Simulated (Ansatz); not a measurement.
## Electronic structure of HW8C8 (cell with a defect) in real space

The calculation's input:

```
crystal:
  lattice:
    - [0.0, 0.0, -5.6555137123]
    - [-2.8984787826, -5.020312516, 0.0]
    - [-2.8984787825, 5.0203125161, 0.0]
  atoms:
    - { symbol: W, position: [0.5, 0.5, 0.5] }
    - { symbol: W, position: [1.0, 0.5, 0.5] }
    - { symbol: W, position: [0.5, 0.5, 0.0] }
    - { symbol: W, position: [1.0, 0.5, 0.0] }
    - { symbol: W, position: [0.5, 1.0, 0.5] }
    - { symbol: W, position: [1.0, 1.0, 0.5] }
    - { symbol: W, position: [0.5, 1.0, 0.0] }
    - { symbol: W, position: [1.0, 1.0, 0.0] }
    - { symbol: C, position: [0.25, 0.1666666667, 0.8333333333] }
    - { symbol: C, position: [0.75, 0.1666666667, 0.8333333333] }
    - { symbol: C, position: [0.25, 0.1666666667, 0.3333333333] }
    - { symbol: C, position: [0.75, 0.1666666667, 0.3333333333] }
    - { symbol: C, position: [0.25, 0.6666666667, 0.8333333333] }
    - { symbol: C, position: [0.75, 0.6666666667, 0.8333333333] }
    - { symbol: C, position: [0.25, 0.6666666667, 0.3333333333] }
    - { symbol: C, position: [0.75, 0.6666666667, 0.3333333333] }
    - { symbol: H, position: [0.7593146392, 0.952614113, 0.0592818931] }
basis:
  ecutwfc: 420
  xc_grid: 2
kpoints:
  mp_grid: { grid: [4, 5, 5], shift: [0.5, 0.0, 0.0] }
hamiltonian:
  xc: pbesol
scf:
  occupations: { method: gaussian, width: 0.1 }
output:
  forces: true
  stress: false
  eigenvalues: true
  write_density: true
  write_potential: true
  elf: true
  volumetric_format: npy
relax:
  adjacent_minimum: "off"
  f_tol: 0.02
  max_steps: 60
```

Run with:

```sh
ansatz run input.yaml --threads 4 --pin off --max-ram 10240MiB --backend cpu --events-out ev --progress --plain --runs-dir out
```

The fields are those of the relaxed geometry.

Computed without spin polarisation.

All numbers below come from DFT PBEsol, scalar-relativistic, plane waves, PAW in Ansatz 0.2.0.

In a PAW calculation such maps are meaningful between the atoms, not at the nuclei.

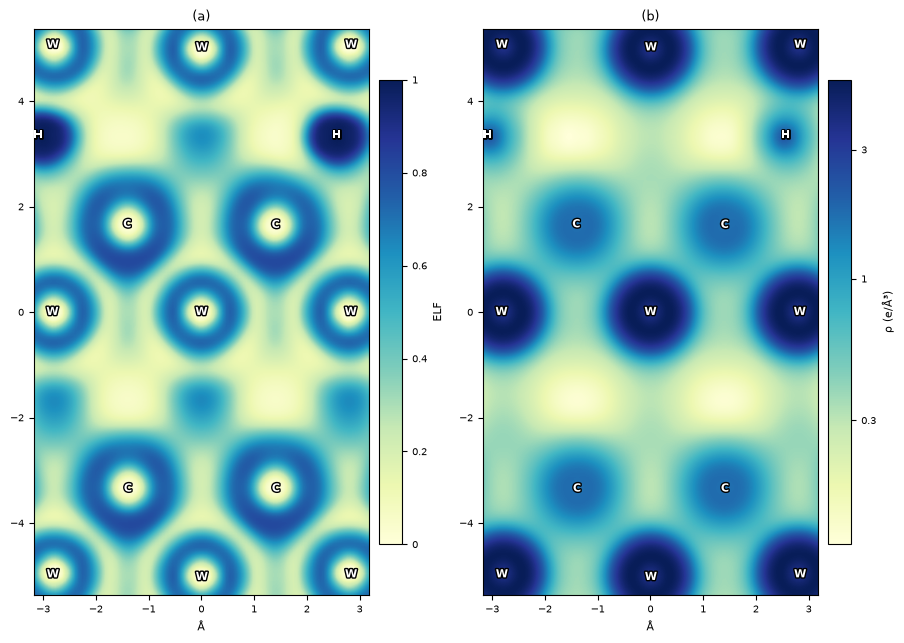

Figure 1. (a) electron localisation function; (b) valence electron density on the (011) plane of the calculation cell.

Question: Read the bonding off the picture.

Answer:
- Atoms in the plane: W, C and H.
- W–H (1.74 Å): the density is about 1.3 e/Å³ at the midpoint; the ELF climbs to about 1 towards the hydrogen.
- W–C (2.18 Å): ρ at the midpoint is about 0.69 e/Å³; the ELF peaks at about 0.80 in the valence shell of C, 0.7 Å from its nucleus, and is about 0.30 at the midpoint.
- W–W (2.83 Å): the density is about 0.37 e/Å³ at the midpoint; the ELF is about 0.30 at the midpoint.
- W–C (2.19 Å): ρ is about 0.68 e/Å³ halfway; the ELF peaks at about 0.80 in the valence shell of C, 0.7 Å from its nucleus, and is about 0.30 at the midpoint.
- Between the atoms the lowest density in this plane is 0.1 e/Å³.
- The features right at W lie inside the PAW spheres, where the map follows smoothed inner orbitals and isn't to be read closely.

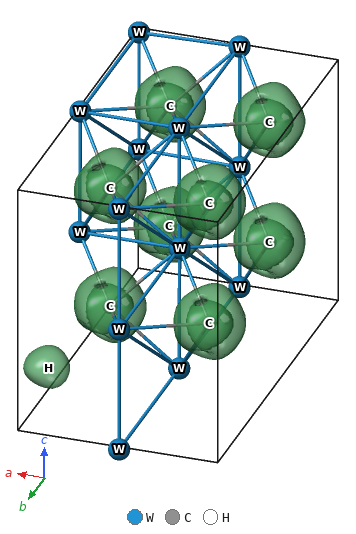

Figure 2. Isosurface of the electron localisation function at 0.7 (green), seen at an oblique angle. Only the valence region is drawn (cores and ρ < 0.01 e/Å³ removed). Sticks mark near contacts.

Question: Identify the bonds, lone pairs and shells in this picture.

Answer: At this value the surface marks out one region around a hydrogen nucleus and eight regions wrapped around C (the valence shell of each), counted in one cell of 17 atoms. Any copies at cell faces, edges or corners count once. Profiles from the grid: W–C (2.16 Å): the ELF peaks at about 0.80 in the valence shell of C, 0.7 Å from its nucleus, and is about 0.30 at the midpoint.

Question: Does the calculation give a band gap?

Answer: It is metallic or semimetallic at this level of theory: no gap opens.
